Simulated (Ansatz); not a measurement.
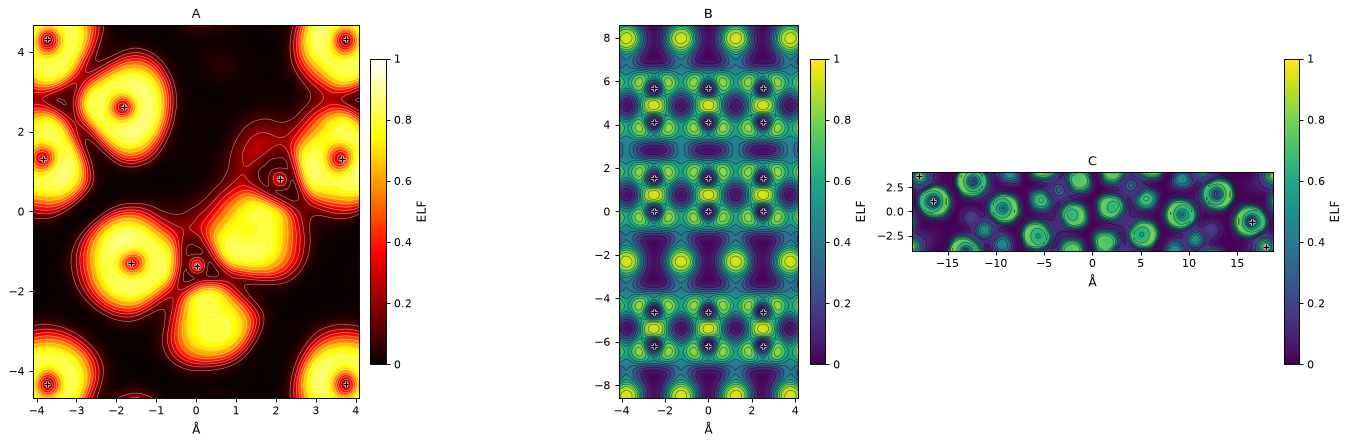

The electron localisation function of 3 systems, each on a plane through atoms (crosses mark nuclei in the plane).

These are results of DFT, PBE, plane-wave PAW, default files, scalar-relativistic in Ansatz, not measurements.

System 1: C, the (100) plane of the conventional cell. Space group P6₃/mmc.

```
C
1.0
     2.52210    0.00000    0.00000
    -1.26105    2.18420    0.00000
     0.00000    0.00000   16.47430
C
16
Direct
  0.00000 0.00000 0.04672
  0.00000 0.00000 0.54672
  0.00000 0.00000 0.45328
  0.00000 0.00000 0.95328
  0.33333 0.66667 0.07786
  0.66667 0.33333 0.57786
  0.33333 0.66667 0.42214
  0.66667 0.33333 0.92214
  0.33333 0.66667 0.17123
  0.66667 0.33333 0.67123
  0.33333 0.66667 0.32877
  0.66667 0.33333 0.82877
  0.33333 0.66667 0.79743
  0.66667 0.33333 0.29743
  0.33333 0.66667 0.70257
  0.66667 0.33333 0.20257
```

System 2: CdI$_{2}$, the (111) plane of the conventional cell. Space group P-3m1; a structure from a database of computed crystals, not necessarily the ambient phase.

```cif
data_structure
_symmetry_space_group_name_H-M 'P 1'
_symmetry_Int_Tables_number 1
_cell_length_a 4.2894
_cell_length_b 4.2894
_cell_length_c 36.3728
_cell_angle_alpha 90.000
_cell_angle_beta 90.000
_cell_angle_gamma 120.000
_cell_volume 579.55
loop_
_atom_site_label
_atom_site_type_symbol
_atom_site_fract_x
_atom_site_fract_y
_atom_site_fract_z
_atom_site_occupancy
Cd1 Cd 0.66667 0.33333 0.80015 1
Cd2 Cd 0.00000 0.00000 0.40006 1
Cd3 Cd 0.33333 0.66667 0.19985 1
Cd4 Cd 0.00000 0.00000 0.59994 1
Cd5 Cd 0.00000 0.00000 0.00000 1
I1 I 0.66667 0.33333 0.95268 1
I2 I 0.33333 0.66667 0.04732 1
I3 I 0.66667 0.33333 0.15256 1
I4 I 0.33333 0.66667 0.44731 1
I5 I 0.33333 0.66667 0.84744 1
I6 I 0.66667 0.33333 0.35268 1
I7 I 0.00000 0.00000 0.75280 1
I8 I 0.33333 0.66667 0.64732 1
I9 I 0.66667 0.33333 0.55269 1
I10 I 0.00000 0.00000 0.24720 1
```

System 3: SiO$_{2}$, the (100) plane of the conventional cell. Space group P4₁2₁2; computed pressure about 6 GPa in this cell.

```cif
data_structure
_symmetry_space_group_name_H-M 'P 1'
_symmetry_Int_Tables_number 1
_cell_length_a 7.4888
_cell_length_b 7.4888
_cell_length_c 8.6486
_cell_angle_alpha 90.000
_cell_angle_beta 90.000
_cell_angle_gamma 90.000
_cell_volume 485.03
loop_
_atom_site_label
_atom_site_type_symbol
_atom_site_fract_x
_atom_site_fract_y
_atom_site_fract_z
_atom_site_occupancy
Si1 Si 0.42870 0.42870 0.00000 1
Si2 Si 0.07130 0.92870 0.25000 1
Si3 Si 0.57130 0.57130 0.50000 1
Si4 Si 0.92870 0.07130 0.75000 1
Si5 Si 0.37420 0.15063 0.23309 1
Si6 Si 0.34937 0.87420 0.48309 1
Si7 Si 0.62580 0.84937 0.73309 1
Si8 Si 0.65063 0.12580 0.98309 1
Si9 Si 0.87420 0.34937 0.51691 1
Si10 Si 0.84937 0.62580 0.26691 1
Si11 Si 0.12580 0.65063 0.01691 1
Si12 Si 0.15063 0.37420 0.76691 1
O1 O 0.36983 0.35691 0.17398 1
O2 O 0.14309 0.86983 0.42398 1
O3 O 0.63017 0.64309 0.67398 1
O4 O 0.85691 0.13017 0.92398 1
O5 O 0.86983 0.14309 0.57602 1
O6 O 0.64309 0.63017 0.32602 1
O7 O 0.13017 0.85691 0.07602 1
O8 O 0.35691 0.36983 0.82602 1
O9 O 0.15190 0.12815 0.22562 1
O10 O 0.37185 0.65190 0.47562 1
O11 O 0.84810 0.87185 0.72562 1
O12 O 0.62815 0.34810 0.97562 1
O13 O 0.65190 0.37185 0.52438 1
O14 O 0.87185 0.84810 0.27438 1
O15 O 0.34810 0.62815 0.02438 1
O16 O 0.12815 0.15190 0.77438 1
O17 O 0.42560 0.05300 0.39446 1
O18 O 0.44700 0.92560 0.64446 1
O19 O 0.57440 0.94700 0.89446 1
O20 O 0.55300 0.07440 0.14446 1
O21 O 0.92560 0.44700 0.35554 1
O22 O 0.94700 0.57440 0.10554 1
O23 O 0.07440 0.55300 0.85554 1
O24 O 0.05300 0.42560 0.60554 1
```

Q: Match each panel to its system.

A: Panel A is system 3, SiO$_{2}$: the plane holds Si and O. Si–O (1.63 Å): the ELF peaks at about 0.85 between the atoms (a polar covalent bond). Panel B is system 1, C: the plane holds C. C–C (1.54 Å): the ELF peaks at about 0.95 between the atoms: localised, covalent bonding. Panel C is system 2, CdI$_{2}$: the plane holds Cd and I. Cd–I (3.01 Å): the ELF is about 0.45 at the midpoint and 0.15 at its lowest between the atoms.
